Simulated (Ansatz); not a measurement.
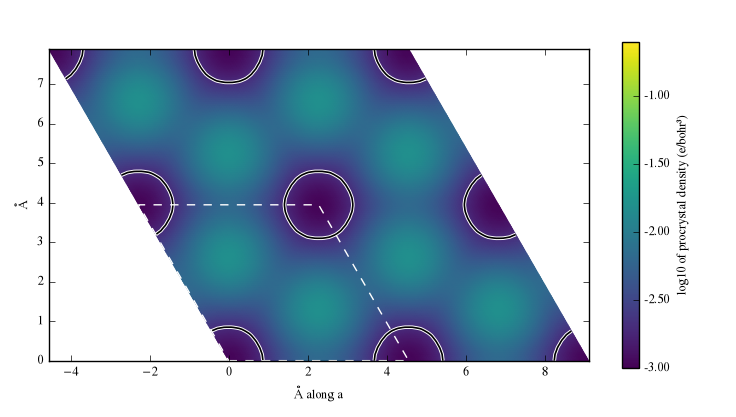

Procrystal electron density of PbI$_{2}$ (P-3m1, No. 164), computed on the section z = 0.500 (parallel to a and b; the dashed line is one cell). It is the sum of the densities of spherically averaged neutral Hartree-Fock atoms, not a self-consistent density. The black line is the 0.002 e/bohr³ contour that bounds the voids. From Rb on the atoms have core potentials, so only their outer electrons count.

Origin of the cell: the geometry relaxed in a fixed cell with DFT PBE, scalar-relativistic, plane waves, PAW in Ansatz.

Space group P-3m1 (No. 164). a = 4.555 Å, b = 4.555 Å, c = 6.977 Å, α = 90.00°, β = 90.00°, γ = 120.00°
```tsv
atom	site	symmetry	x	y	z
Pb	1a	-3m.	0.0000	0.0000	0.0000
I	2d	3m.	0.3333	0.6667	0.2711
```

Question: What share of the cell is void by this measure?

Answer: The voids take about 1.9 % of the cell (2.4 Å³ of 125.4 Å³) and are bounded by about 8.9 Å² of surface per cell.

Question: What shape does the empty space take in three dimensions?

Answer: They are isolated pockets that do not connect across cells.

Question: How low does the density fall, and where?

Answer: To about 0.0011 e/bohr³ near 0.00, 0.00, 0.50 (fractional), 3.1 Å from the nearest nucleus.

Question: At what density do the voids first join through the crystal?

Answer: At about 0.0029 e/bohr³, as a two-dimensional network in layers parallel to (001).
